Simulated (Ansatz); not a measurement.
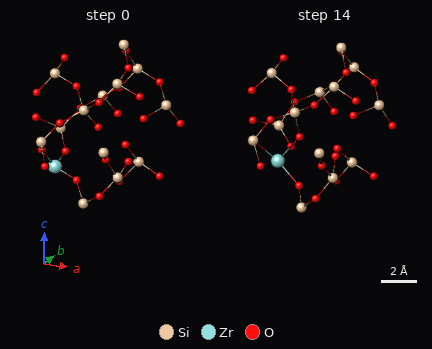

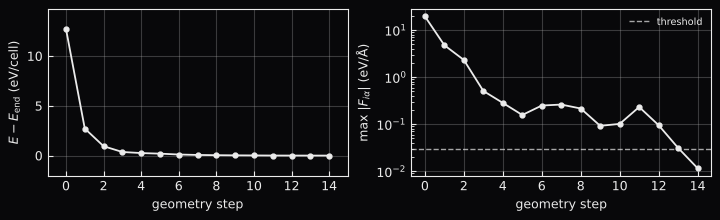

First and last geometry of a relaxation of a defect cell of composition Si22ZrO48, with the history of the run. Style: ball-and-stick. Shown: the atoms within 5.0 Å of the atom that moves most (axes of the cell of the calculation (origin shifted)), slightly off an axis.

These are results of DFT, PBEsol, PAW, plane waves in Ansatz, not measurements. (plane-wave cutoff 420 eV; k-point mesh 1 × 1 × 1; mesh shifted by (0.25, 0.25, 0.25); collinear spin; atoms relaxed in a fixed cell; force threshold 0.03 eV/Å; at most 80 steps)

### Did the run converge, and what did it change?

It converged. An O atom moves most: 1.03 Å along [−2 −2 −1]. Largest moves by element: O 1.03 Å, Zr 0.52 Å, Si 0.35 Å. The cell stays as it was. Among the contacts that change: O–Zr 3.639 → 2.413 Å, O–Zr 1.602 → 1.989 Å, O–Zr 1.592 → 1.927 Å, O–Zr 1.620 → 1.938 Å. New bonds form, among them: O–Zr (3.64 → 2.41 Å). Among the angles between lasting bonds that change: Si–O–Si 143.4° → 122.1°, Si–O–Zr 144.0° → 125.2°, Si–O–Si 144.5° → 161.6°. Over 14 geometry steps the energy falls by 12.720 eV per cell of the calculation. Largest force component: 19 eV/Å at the start, 0.012 eV/Å at the end. Cost: 17 s on 1 × NVIDIA GB200 with 8 threads of Arm Neoverse-V2, peak memory 1.9 GiB.

```csv
step,"E − E(0), meV/atom","largest force component, eV/Å"
0,0.00,19.4904
1,-140.91,4.7527
2,-165.89,2.3130
3,-174.09,0.5079
4,-175.58,0.2833
5,-176.43,0.1568
6,-177.65,0.2488
7,-178.27,0.2610
8,-178.60,0.2152
9,-178.82,0.0923
10,-178.95,0.1014
11,-179.08,0.2317
12,-179.14,0.0950
13,-179.15,0.0313
14,-179.16,0.0116
```
